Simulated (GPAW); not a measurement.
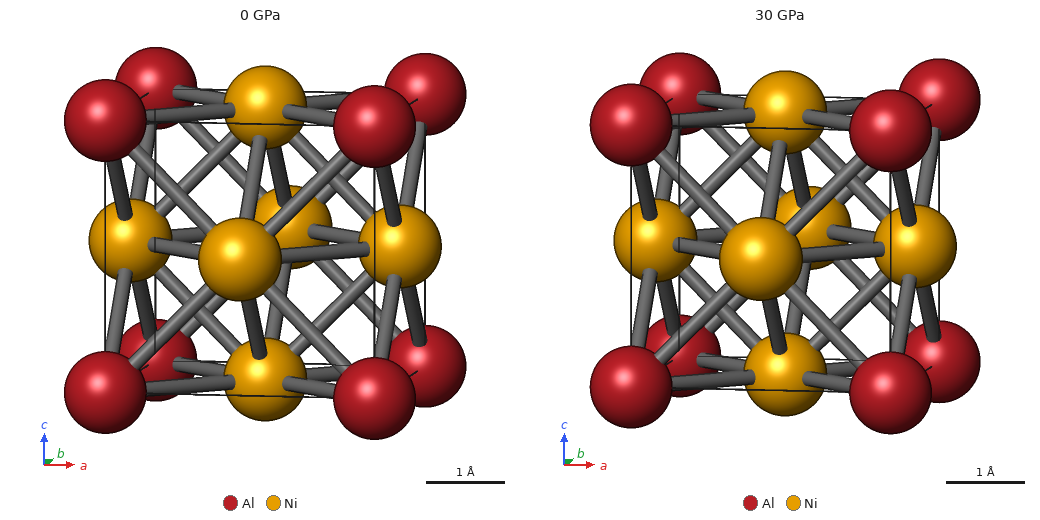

AlNi3, Cu₃Au (L1₂) type, space group Pm-3m (No. 221), relaxed (cell and atoms) under a series of hydrostatic pressures; the conventional cell is drawn at the lowest and the highest, to one scale (sticks follow a distance rule). The start was a structure listed in the Materials Project.

Alike in all runs: GPAW 26.7.0; functional PBEsol; potentials PAW data sets generated in the run's folder for this functional; cutoff 600 eV; k mesh 6 × 6 × 6 on the run's cell of 4 atoms; occupations fermi-dirac, width 0.05 eV; collinear spin, ferromagnetic start; no spin-orbit coupling.

```tsv
pressure (GPa)	volume (Å³/atom)	a (Å)	moment (μB/atom)
0.0	11.003	3.531	0.17
2.0	10.900	3.520	0.16
5.1	10.751	3.504	0.16
10.0	10.533	3.480	0.16
19.9	?	?	?
29.7	9.842	3.402	0.14
```

Fit a third-order Birch-Murnaghan equation to the rows given and use it to fill in the volume that is left out.

The fit gives V0 = 11.01 Å³/atom, B0 = 206 GPa and B0′ = 4.6, which puts the volume at 19.9 GPa at 10.15 Å³/atom. The run gave volume 10.155 Å³/atom; a 3.438 Å; moment 0.15 μB/atom.

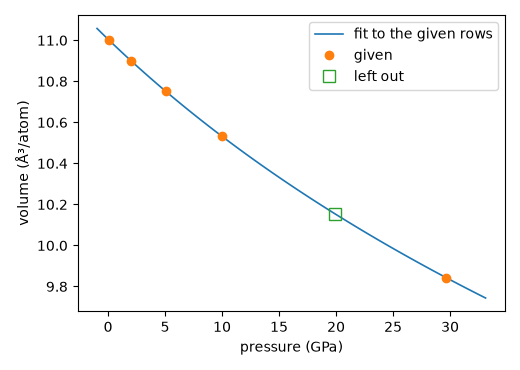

Volume against pressure, with the fit. The structure was kept in its own symmetry, so a change to another phase within this range wouldn't be seen.

Caveat: each step starts from the last one's moments, so a moment once lost doesn't come back; the stock nickel data set gives pressures a few GPa off other programs; later steps reuse the first step's grids.
